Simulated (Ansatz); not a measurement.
# Geometry relaxation, with input and output: GaAs (part 2 of 2)

Continued. System: GaAs (2 atoms in the cell). Method: DFT, PBE, PAW with Ansatz's default frozen-core files, scalar-relativistic, no spin polarisation (Ansatz 0.2.0); cutoff 420 eV, 12×12×12 k-mesh, Fermi–Dirac smearing of 0.05 eV. The structure was built on a prototype by a generator; it need not be a known phase. Its volume is 1.20 times that of the source entry. It belongs to a series of runs on one base structure; here: zincblende relaxed under pressure, PAW files.

Geometry of the input (Å; fractional positions):
```
0.0000  2.8647  2.8647
2.8647  0.0000  2.8647
2.8647  2.8647  0.0000
Ga 0.0000  0.0000  0.0000
As 0.2500  0.2500  0.2500
```

Output, continued
```
  k-point 0: bands = ["-27.5396", "-27.5396", "-27.5396", "-27.5315", "-27.5315", "-7.1539", "-7.1539", "-7.1539", "-7.0860", "-7.0860", "-4.8469", "7.5483", "7.5483", "7.5483", "7.7128", "11.2746", "11.2746", "11.2746"]
  k-point 1: bands = ["-27.5396", "-27.5396", "-27.5396", "-27.5315", "-27.5315", "-7.1589", "-7.1525", "-7.1525", "-7.0861", "-7.0861", "-4.7706", "6.2681", "7.4436", "7.4436", "8.6610", "11.4002", "11.4326", "11.4326"]
  k-point 2: bands = ["-27.5395", "-27.5394", "-27.5394", "-27.5315", "-27.5315", "-7.1722", "-7.1488", "-7.1488", "-7.0861", "-7.0861", "-4.5487", "4.8480", "7.1955", "7.1955", "8.9889", "11.7906", "11.7906", "12.0897"]
  k-point 71: bands = ["-27.5394", "-27.5390", "-27.5382", "-27.5316", "-27.5310", "-7.2379", "-7.1272", "-7.1159", "-7.0949", "-7.0827", "-2.5045", "1.1228", "4.2371", "4.4287", "11.9479", "12.2467", "12.8114", "13.5763"]
--- Relaxed structure (3 steps of the walk, 3 accepted, 1 SCFs on fresh bases) ---
  F+E_penalty+E_count = -8639.86068741 eV   max|allowed force component| = 2.111e-17 eV/Å   (the final SCF, on the basis selected at the relaxed cell)
  cell:  # Å, volume = 47.3885 Å³
    - [-5.095372032895589e-34, 2.8721967114470095, 2.8721967114470095]
    - [2.8721967114470095, 4.432973668619163e-33, 2.8721967114470095]
    - [2.8721967114470095, 2.8721967114470095, 3.923436465329604e-33]
  atoms:
    - { symbol: Ga, position: [-6.330787633553198e-34, 7.115133004081913e-34, 6.778984988141035e-34] }
    - { symbol: As, position: [0.25, 0.25, 0.25] }
```

File rho_z.tsv
```
# z_ang	rho[e/angstrom^3]
# format = ansatz-planar-average/11
# lattice	-0.000000000	2.872196711	2.872196711
# lattice	2.872196711	0.000000000	2.872196711
# lattice	2.872196711	2.872196711	0.000000000
# sites	2
# site	31	0.000000000	0.000000000	0.000000000
# site	33	1.436098356	1.436098356	1.436098356
0.000000	1.358796e0
0.135397	1.271288e0
0.270793	1.039935e0
0.406190	8.604845e-1
0.541587	8.472186e-1
0.676983	9.858711e-1
0.812380	1.179192e0
0.947777	1.305110e0
1.083173	1.277493e0
1.218570	1.092835e0
1.353967	8.244914e-1
1.489363	5.654792e-1
1.624760	3.723962e-1
1.760156	2.526257e-1
1.895553	1.856834e-1
2.030950	1.481351e-1
2.166346	1.248454e-1
2.301743	1.088103e-1
2.437140	9.796561e-2
2.572536	9.190069e-2
2.707933	9.049258e-2
2.843330	9.430016e-2
2.978726	1.045843e-1
3.114123	1.237598e-1
3.249520	1.569517e-1
3.384916	2.173869e-1
3.520313	3.347195e-1
3.655710	5.495652e-1
3.791106	8.681536e-1
3.926503	1.195367e0
```

File v_z.tsv
```
# z_ang	v_es[eV]	v_tot[eV]
# format = ansatz-planar-average/11
# xc	pbe
# density_cutoff_ev	1680
# datasets	Ga=:simpson_from_first_knot:soft	As=:simpson_from_first_knot:soft
# lattice	-0.000000000	2.872196711	2.872196711
# lattice	2.872196711	0.000000000	2.872196711
# lattice	2.872196711	2.872196711	0.000000000
# sites	2
# site	31	0.000000000	0.000000000	0.000000000
# site	33	1.436098356	1.436098356	1.436098356
0.000000	2.310420e0	-8.565728e0
0.135397	1.612796e0	-9.570178e0
0.270793	1.264603e0	-1.013484e1
0.406190	1.366394e0	-1.016361e1
0.541587	1.885998e0	-9.671300e0
0.676983	2.707536e0	-8.763951e0
0.812380	3.682097e0	-7.612864e0
0.947777	4.640628e0	-6.411498e0
1.083173	5.405450e0	-5.341150e0
1.218570	5.857003e0	-4.519814e0
1.353967	6.044018e0	-3.904326e0
1.489363	6.156354e0	-3.309739e0
1.624760	6.375010e0	-2.567816e0
1.760156	6.829829e0	-1.589746e0
1.895553	7.557243e0	-3.788991e-1
2.030950	8.451216e0	9.490835e-1
2.166346	9.289719e0	2.160566e0
2.301743	9.866845e0	3.030035e0
2.437140	1.013560e1	3.500398e0
2.572536	1.016802e1	3.629816e0
2.707933	9.999717e0	3.455385e0
2.843330	9.613558e0	2.981758e0
2.978726	8.965366e0	2.149504e0
3.114123	8.097450e0	9.561738e-1
3.249520	7.147738e0	-4.690480e-1
3.384916	6.236088e0	-1.966483e0
3.520313	5.409367e0	-3.422082e0
3.655710	4.662332e0	-4.776221e0
3.791106	3.940176e0	-6.049968e0
3.926503	3.148076e0	-7.326190e0
```

Trajectory as extended XYZ (Å, eV, eV/Å), 4 frames, from step=1 to step=4
```
2
Lattice="0.0000 2.8647 2.8647 2.8647 0.0000 2.8647 2.8647 2.8647 0.0000" Properties=species:S:1:pos:R:3:forces:R:3 step=1 energy=-8639.86002 pressure_GPa=0.53
Ga    0.0000    0.0000    0.0000    0.0000   0.0000   0.0000
As    1.4324    1.4324    1.4324    0.0000   0.0000   0.0000
2
Lattice="0.0000 2.8709 2.8709 2.8709 0.0000 2.8709 2.8709 2.8709 0.0000" Properties=species:S:1:pos:R:3:forces:R:3 step=2 energy=-8639.86059 pressure_GPa=0.13
Ga    0.0000    0.0000    0.0000    0.0000   0.0000   0.0000
As    1.4354    1.4354    1.4354    0.0000   0.0000   0.0000
2
Lattice="0.0000 2.8722 2.8722 2.8722 0.0000 2.8722 2.8722 2.8722 0.0000" Properties=species:S:1:pos:R:3:forces:R:3 step=3 energy=-8639.86061 pressure_GPa=0.04
Ga    0.0000    0.0000    0.0000    0.0000   0.0000   0.0000
As    1.4361    1.4361    1.4361    0.0000   0.0000   0.0000
2
Lattice="0.0000 2.8722 2.8722 2.8722 0.0000 2.8722 2.8722 2.8722 0.0000" Properties=species:S:1:pos:R:3:forces:R:3 step=4 energy=-8639.86069 pressure_GPa=0.04
Ga    0.0000    0.0000    0.0000    0.0000   0.0000   0.0000
As    1.4361    1.4361    1.4361    0.0000   0.0000   0.0000
```

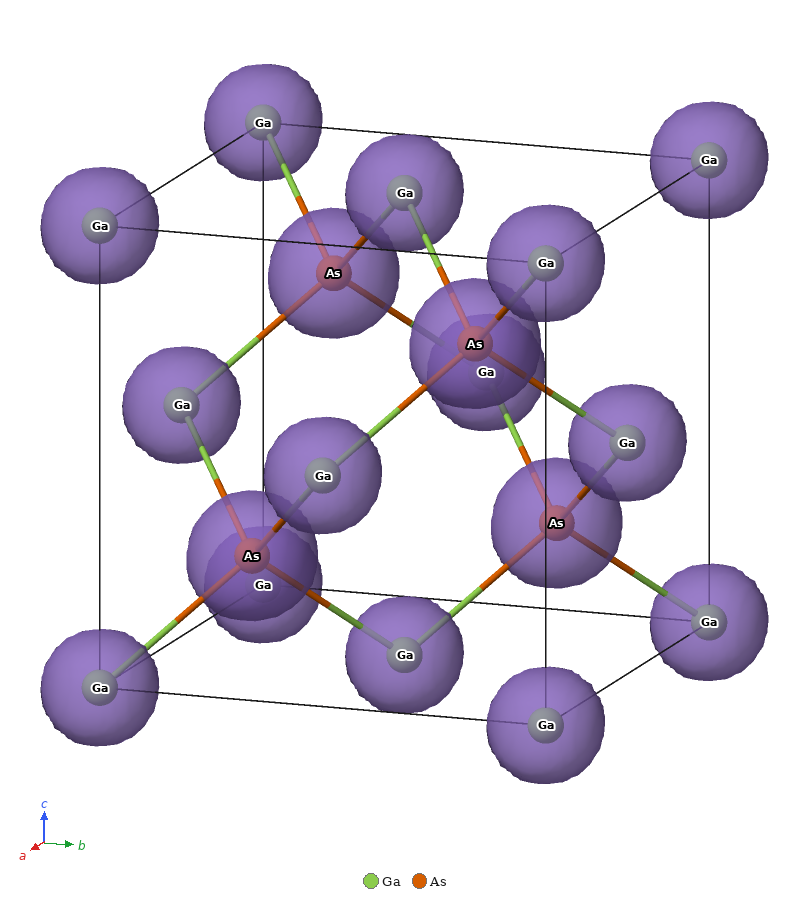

Isosurface of the valence pseudo-density at 1 e/Å³ (purple), seen slightly off an axis. Sticks mark near contacts. The outline is the cell set on symmetry axes. At this value the density breaks into separate islands; it holds about 70 % of the electrons treated as valence (semicore included). It is pinched off along the Ga–As (2.49 Å) contacts. On the grid the lowest density along these lines, outside the cores, is 0.45 e/Å³ (Ga–As, 2.49 Å). The fields are those of the smooth PAW valence density.

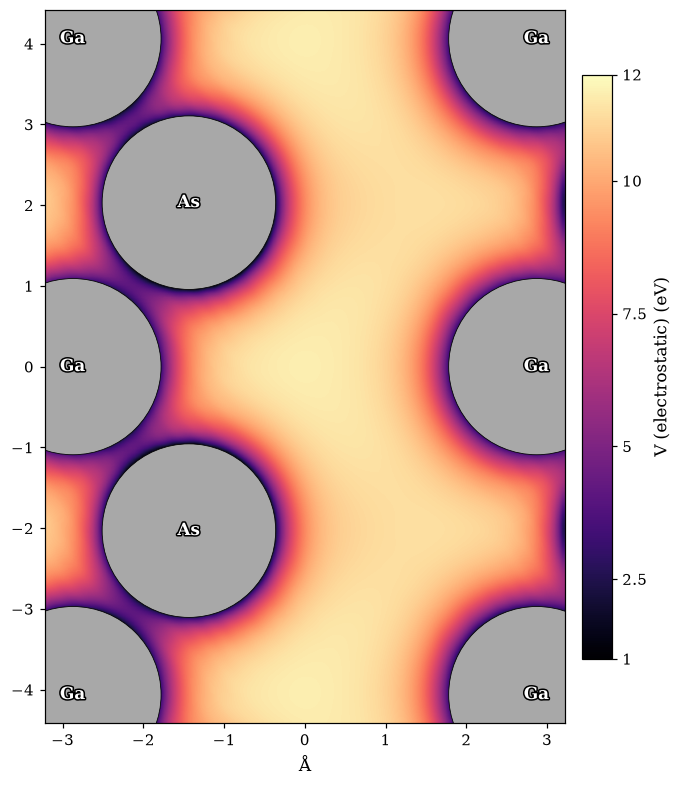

Electrostatic potential (local pseudopotential plus Hartree) felt by an electron on the (011) plane of the conventional cell. Grey discs, where drawn, cover atomic cores. The section cuts through Ga and As sites. Outside the cores the potential energy rises away from the atoms and is highest about 2.5 Å from the nearest atoms; outside the discs it spans about 10 eV, and its zero is arbitrary.

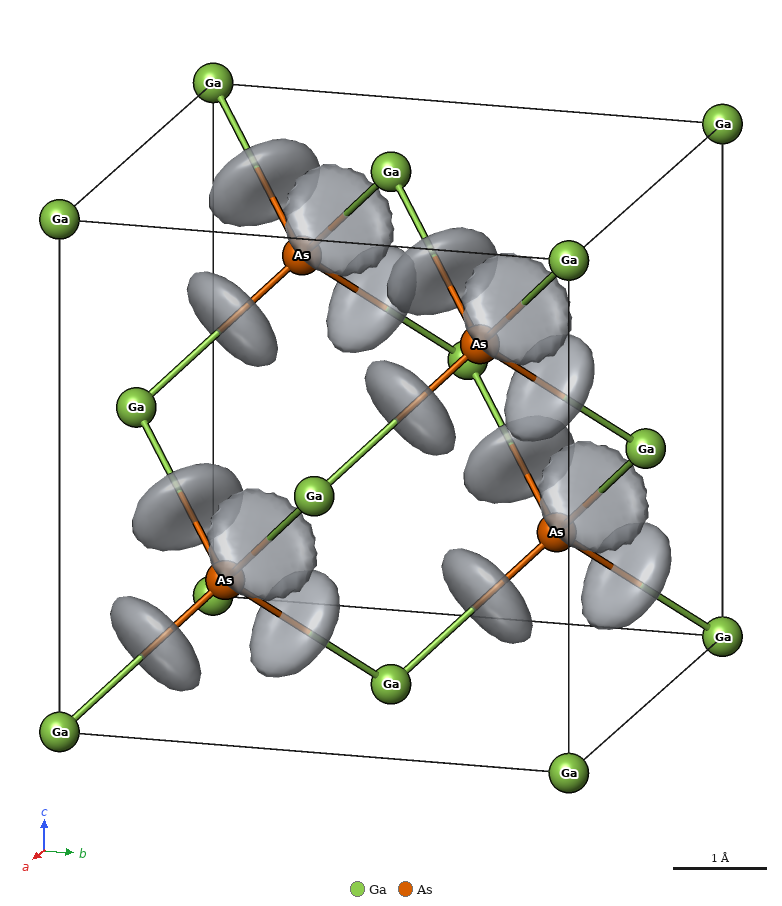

Isosurface of the electron localisation function at 0.7 (grey), seen slightly off an axis. Core shells and regions of very low density are left out. Sticks mark near contacts. The outline is the cell set on symmetry axes.

Summary

| quantity | value |
| --- | --- |
| outcome | converged |
| space group (tolerance 0.01 Å) | F-43m (216) |
| electrons treated | 28 |
| free energy | −8639.8607 eV |
| Fermi energy | 7.688 eV |
| pressure | 0.04 GPa |
| final volume | 47.39 Å³ |
| largest force (length of the vector) at the end | under 0.001 eV/Å |
| final cell | a = 4.062 Å, b = 4.062 Å, c = 4.062 Å, α = 60.00°, β = 60.00°, γ = 60.00° |
| hardware | 1 thread of AMD EPYC (Zen 5), 64 GiB of memory available, shared host |
| wall time | 7.4 s |
| peak memory | 0.44 GiB |
